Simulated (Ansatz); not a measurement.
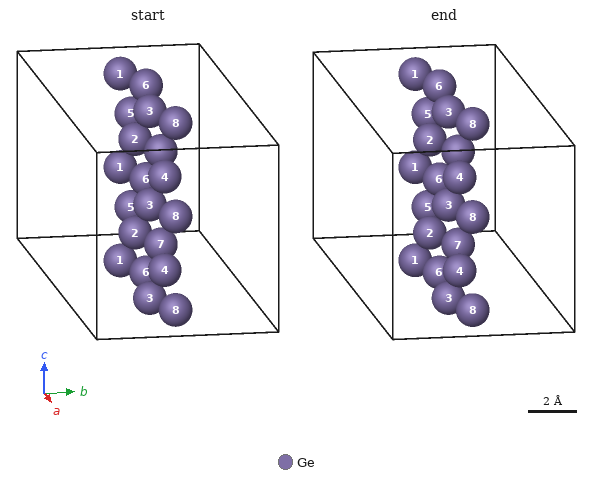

The structure of a wire of composition Ge before (left) and after (right) a relaxation, at one scale.

Style: spheres-only. Shown: the 2 repeat of the cell, with the vacuum cut short, slightly off an axis.

Case: zigzag ribbon, 4 formula units a period, edge spins opposed.

Theory: Ansatz, DFT PBE, scalar-relativistic, plane waves, PAW.

The input:
```yaml
crystal:
  lattice:
    - [20.7, 0.0, 0.0]
    - [0.0, 10.0, 0.0]
    - [0.0, 0.0, 4.043825475]
  atoms:
    - { symbol: Ge, position: [0.2744247607, 0.4661011531, 0.0] }
    - { symbol: Ge, position: [0.4436061902, 0.4661011531, 0.5] }
    - { symbol: Ge, position: [0.6127876196, 0.4661011531, 0.0] }
    - { symbol: Ge, position: [0.7819690491, 0.4661011531, 0.5], spin: -1.0 }
    - { symbol: Ge, position: [0.2180309509, 0.5338988469, 0.5], spin: 1.0 }
    - { symbol: Ge, position: [0.3872123804, 0.5338988469, 1.0] }
    - { symbol: Ge, position: [0.5563938098, 0.5338988469, 0.5] }
    - { symbol: Ge, position: [0.7255752393, 0.5338988469, 0.0] }
basis:
  ecutwfc: 420
kpoints:
  mp_grid: { grid: [1, 1, 22] }
hamiltonian:
  xc: pbe
scf:
  occupations: { method: gaussian, width: 0.05 }
output:
  forces: true
  stress: true
  eigenvalues: true
  populations: true
  write_density: true
  write_potential: true
  elf: true
  volumetric_format: npy
magnetization:
  spin_polarized: true
relax:
  adjacent_minimum: "off"
  f_tol: 0.02
  max_steps: 45
  cell: { fix: [a, b, alpha, beta, gamma], stress_tol: 0.03 }
```

Command:
```bash
ansatz run input.yaml --threads 4 --pin off --max-ram 11264MiB --backend cpu --events-out ev --progress --plain --runs-dir out
```

Question: Describe what moved and what it gained.

Answer: The energy falls by 19.6 meV per cell of the calculation in 6 accepted moves (7 points after the start). Largest force component: 0.24 eV/Å at the start, 0.0073 eV/Å at the end. The SCF was repeated once at an unchanged geometry on a basis and grid sized afresh for the cell, which shifted the energy by 0.1 meV per cell of the calculation at most. The largest moves relative to the centre of the atoms, 0.11 Å, are those of Ge3 and Ge6. Along the periodic axis the drawn cell goes c 8.088 → 8.057 Å (−0.4 %). Near-neighbour distances that change, for instance: Ge2–Ge7 2.431 → 2.457 Å, Ge1–Ge5 2.431 → 2.451 Å, Ge2–Ge6 2.431 → 2.420 Å, Ge1–Ge6 2.431 → 2.442 Å. The run took 11 min on 4 threads of Intel(R) Xeon(R) Platinum 8259CL CPU @ 2.50GHz (Skylake/Cascade Lake) (shared host), peak memory 2.2 GiB.
